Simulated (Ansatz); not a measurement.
# Mg32O31H (charge −1): single-point calculation (part 2 of 2)

The same run, continued: Mg32O31H (defect cell, 64 atoms in the cell, total charge −1); DFT, HSE06, PAW, plane waves (Ansatz 0.2.0); cutoff 420 eV, 1×1×1 k-mesh, Fermi–Dirac smearing of 0.01 eV. 

**Output, continued**
```
--- Per-component energies (eV) ---
  E_band       = -10928.888820
  E_kinetic    = 8074.844930
  E_local      = -51624.074581  (includes V_loc(G=0)·N_el)
  E_nonlocal   = 4473.417091
  E_hartree    = 17947.149369
  E_xc         = -2672.442043
  E_vxc        = -3393.730682  (∫ρ·V_xc dr)
  E_exx        = -2271.779097  (= α·E_x^exact, valence–valence)
  E_paw        = -12615.639025  (= ΣΔE_a)
  E_vpaw       = 189.821420  (= ΣTr[D̂ρ^β])
  E_aug_tail   = 0.075877  (compensation charges beyond the density's cutoff)
  E_ewald      = -40558.928233
  E_core_change = -1.942652  (= ΣΔE_core)
  E_smearing   = -0.000000  (= −TS)
  E_closure    = 0.000002  (closes the sum)
  E_deformation_potential = -18.207896  (in the stress; not in F)
  Σ components = -79249.318362   (vs F -79249.318362, Δ=1.46e-11)
--- Forces (eV/Å), atoms counted from 1 ---
  atom   1  O     -0.00257244     0.01064767     0.01069199
  atom   2  O     -0.00499588    -0.00385453    -0.00589647
  atom   3  O     -0.00531636    -0.00620338    -0.00428725
  atom   4  O      0.00275079     0.00310596     0.00318394
  atom   5  O      0.01043056     0.01074905    -0.00272442
  atom   6  O      0.01049946    -0.00258274     0.01069360
  atom   7  O     -0.00367418    -0.00502451    -0.00502795
  atom   8  O     -0.01185140    -0.01174305     0.00510429
  atom   9  O     -0.07773948    -0.07829188     0.00872010
  atom  10  O     -0.01396432     0.00842792     0.00345122
  atom  11  O     -0.02727229     0.04396178    -0.00723445
  atom  12  O      0.00798272    -0.01379377     0.00331993
  atom  13  O      0.04464989    -0.02747128    -0.00653235
  atom  14  O      0.01198288     0.01173631     0.02107458
  atom  15  O      0.07985739     0.07992958    -0.04035259
  atom  16  O     -0.01186554     0.00525795    -0.01186216
  atom  17  O     -0.01409615     0.00337317     0.00874220
  atom  18  O     -0.07785839     0.00980131    -0.07862567
  atom  19  O     -0.02687186    -0.00679233     0.04398562
  atom  20  O      0.00839925     0.00322271    -0.01385124
  atom  21  O      0.01202934     0.02139385     0.01192636
  atom  22  O      0.04437216    -0.00642876    -0.02747457
  atom  23  O      0.08017853    -0.04106850     0.08064060
  atom  24  O      0.00934425    -0.07830696    -0.07849049
  atom  25  O     -0.00635081    -0.02702923     0.04500527
  atom  26  O     -0.00681093     0.04462653    -0.02762727
  atom  27  O     -0.03936332     0.07933064     0.07994172
  atom  28  O      0.00519604    -0.01200925    -0.01207011
  atom  29  O      0.00279453    -0.01364107     0.00835835
  atom  30  O      0.00269601     0.00863722    -0.01366651
  atom  31  O      0.02112244     0.01187983     0.01184976
  atom  32  H      0.04573169     0.04606596     0.04588169
  atom  33  Mg     0.00199452    -0.00202967    -0.00217892
  atom  34  Mg    -0.00083444     0.01561202     0.00363035
  atom  35  Mg    -0.00109173     0.00326097     0.01554438
  atom  36  Mg     0.03289402    -0.03113759    -0.03162872
  atom  37  Mg    -0.00070597    -0.00150612    -0.00167912
  atom  38  Mg     0.00402688    -0.02832969     0.00071741
  atom  39  Mg     0.00462758     0.00080721    -0.02819928
  atom  40  Mg    -0.09036186     0.03154252     0.03233439
  atom  41  Mg     0.00330363    -0.00115422     0.01548851
  atom  42  Mg    -0.03174603     0.03563969    -0.03052735
  atom  43  Mg     0.00043842     0.00450485    -0.02844569
  atom  44  Mg     0.03062088    -0.08883622     0.03085641
  atom  45  Mg    -0.00147652     0.00185172    -0.00193436
  atom  46  Mg     0.01612030    -0.00101885     0.00349744
  atom  47  Mg    -0.00139886    -0.00058576    -0.00159528
  atom  48  Mg    -0.02770617     0.00388574     0.00071756
  atom  49  Mg     0.00334518     0.01563291    -0.00096369
  atom  50  Mg     0.00026853    -0.02831828     0.00396575
  atom  51  Mg    -0.03188364    -0.02996462     0.03651711
  atom  52  Mg     0.03197467     0.03129261    -0.08954598
  atom  53  Mg    -0.00147618    -0.00197110     0.00185782
  atom  54  Mg    -0.00126228    -0.00139998    -0.00075076
  atom  55  Mg     0.01603746     0.00310627    -0.00095977
  atom  56  Mg    -0.02788532     0.00067719     0.00401812
  atom  57  Mg     0.02646715     0.02708057     0.02768425
  atom  58  Mg     0.00942617     0.00877904    -0.02105937
  atom  59  Mg     0.00965012    -0.02135317     0.00942069
  atom  60  Mg     0.03159282    -0.00457564    -0.00493348
  atom  61  Mg    -0.02049432     0.00891810     0.00925220
  atom  62  Mg    -0.00448335     0.03132954    -0.00495463
  atom  63  Mg    -0.00465561    -0.00487149     0.03132041
  atom  64  Mg    -0.04523440    -0.04531751    -0.04498787
  max |Σ_I F_I| component: 6.74e-4 eV/Å
--- Charged-cell corrections in eV (Makov–Payne, q = -1.000 e, ε = 9.800) ---
  F (periodic)     = -79249.318362  (uncorrected; the corrections below are reported, never added to it)
  E_corr1          = +0.247306  (monopole, q²α_M/2εL)
  F Makov-Payne    = -79249.071056  (F + E_corr1; no measured alignment; for a localised charge, not one spread in a band: unchecked)
--- Band table (eV) ---
  k-point 0: bands = ["-70.0698", "-70.0009", "-69.9854", "-69.9832", "-69.9831", "-69.9673", "-69.9672", "-69.9670", "-69.9591", "-69.9570", ... 108 levels left out ..., "-34.7101", "-34.5680", "-34.5659", "-34.5658", "-34.5605", "-34.5605", "-34.5504", "-34.5299", "-34.5026", "-34.5024", "-11.9046", "-11.5317", "-11.5317", "-11.4148", "-11.1993", "-11.1992", "-11.0644", "-10.9468", "-10.9467", "-10.9277", "-10.8668", "-10.7752", "-10.7688", "-10.7686", "-10.7272", "-10.7269", "-10.7253", "-10.6662", "-10.6660",
      "-10.5737", "-10.5736", "-10.5520", "-10.5241", "-10.5117", "-10.5116", "-10.4982", "-10.4631", "-10.4629", "-10.4279", "-10.3465", "-10.3464", "1.9444", "2.1366", "2.1367", "2.2640", "2.4440", "2.6094", "2.6094", "2.6631", "2.6977", "2.6978", "2.7239", "2.7800", "2.7801", "2.8545", "2.8656", "2.8658", "2.9499", "2.9657", "2.9658", "3.0452", "3.0707", "3.0708", "3.1123", "3.2449", "3.2449", "3.3797", "3.4805", "3.4805",
      "4.0263", "4.0692", "4.0707", "4.0707", "4.1333", "4.1333", "4.1684", "4.2515", "4.2944", "4.2944", "4.4846", "4.4846", "4.8603", "4.8624", "4.8717", "4.8718", "4.9192", "4.9192", "4.9608", "5.0246", "5.0246", "5.1927", "5.2250", "5.2250", "5.3128", "5.3149", "5.3149", "5.3733", "5.3956", "5.3956", "5.4560", "5.4775", "5.4776", "5.5601", "5.5601", "5.5790", "5.6310", "5.6310", "5.6637", "5.7000",
      "5.7248", "5.7251", "5.7252", "5.7429", "5.7501", "5.7847", "5.7847", "5.8262", "5.8262", "5.9042", "5.9042", "5.9194", "6.0588", "6.0588", "6.1442", "6.1800", "6.1801", "6.1833", "6.2450", "6.2451", "6.2791", "6.2791", "6.2810", "6.5929", "6.5929", "7.7740", "11.7035", "14.4983", "14.9039", "14.9042", "15.9567", "16.3237", "16.3238", "16.3786", "16.8303", "16.8305", "17.1044", "17.1124", "17.1125", "17.4468",
      "17.6674", "17.9914", "17.9915", "18.0796", "18.0797", "18.0856", "18.1405", "18.1619", "18.1619", "18.4448", "18.4692", "18.4692", "18.6932", "18.6932", "18.8267", "19.1133", "19.1472", "19.1755", "19.1756", "19.1962", "19.1962", "19.3976", "19.3977", "19.6241", "19.6362", "19.6362", "20.1043", "20.3037", "20.3037", "20.3358", "20.3735", "20.4605", "20.4605", "20.5903", "20.5904", "20.6039", "20.6763", "20.7081", "20.7082", "20.8531",
      "20.8532", "20.8923", "20.8923", "20.9574", "21.1589", "21.1926", "21.1927", "21.3244", "21.3245", "21.4079", "21.4171"]
--- Löwdin populations: 64 sites ---
  site symbol       q [e]
     0      O      7.4230
     1      O      7.4271
     2      O      7.4271
     3      O      7.4221
     4      O      7.4230
     5      O      7.4230
     6      O      7.4271
     7      O      7.4221
     8      O      7.4401
     9      O      7.4231
    10      O      7.4207
    11      O      7.4231
    12      O      7.4207
    13      O      7.4194
    14      O      7.4305
    15      O      7.4221
    16      O      7.4231
    17      O      7.4401
    18      O      7.4207
    19      O      7.4231
    20      O      7.4194
    21      O      7.4207
    22      O      7.4305
    23      O      7.4401
    24      O      7.4207
    25      O      7.4207
    26      O      7.4305
    27      O      7.4221
    28      O      7.4231
    29      O      7.4231
    30      O      7.4194
    31      H      1.7218
    32     Mg      8.4456
    33     Mg      8.4434
    34     Mg      8.4434
    35     Mg      8.7093
    36     Mg      8.4441
    37     Mg      8.4434
    38     Mg      8.4434
    39     Mg      8.4717
    40     Mg      8.4434
    41     Mg      8.7092
    42     Mg      8.4434
    43     Mg      8.4717
    44     Mg      8.4456
    45     Mg      8.4434
    46     Mg      8.4441
    47     Mg      8.4434
    48     Mg      8.4434
    49     Mg      8.4433
    50     Mg      8.7091
    51     Mg      8.4717
    52     Mg      8.4456
    53     Mg      8.4441
    54     Mg      8.4434
    55     Mg      8.4434
    56     Mg      8.4457
    57     Mg      8.4443
    58     Mg      8.4444
    59     Mg      8.4430
    60     Mg      8.4443
    61     Mg      8.4430
    62     Mg      8.4430
    63     Mg      8.4570
  spilling = 0.009860 (of n_electrons = 508.000000)
```

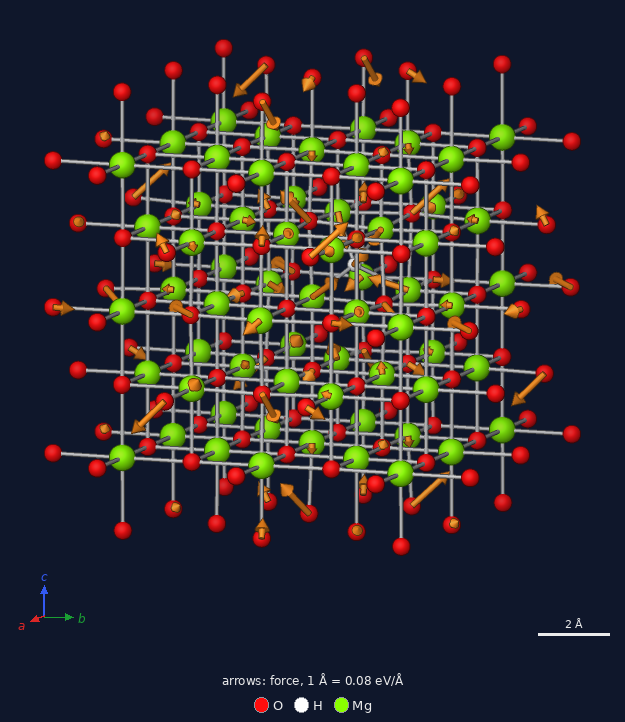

Fig. 1: Forces on the atoms as orange arrows (ball-and-stick view of the cell of the calculation, seen slightly off an axis; bonded neighbours outside the cell are drawn too); the smallest are left out. The largest act on O15, O23, O27 (0.12 eV/Å); O9, O18, O24 (0.11 eV/Å); Mg40, Mg44, Mg52 (0.10 eV/Å); H32 (0.08 eV/Å), among others. Atoms are counted from 1 in the order of the input and aren't labelled in the picture. 

**Summary**

| quantity | value |
| --- | --- |
| outcome | converged |
| electrons treated | 508 |
| free energy | −79249.3184 eV |
| Fermi energy | 13.101 eV |
| largest force (length of the vector) | 0.121 eV/Å |
| hardware | 8 threads of Intel Xeon, 18 GiB of memory available, shared host |
| wall time | 87 s (CPU time 11 min) |
| peak memory | 3.7 GiB |

**Notes**

The k-point mesh is coarse for a cell of this size, so the results may not be converged.
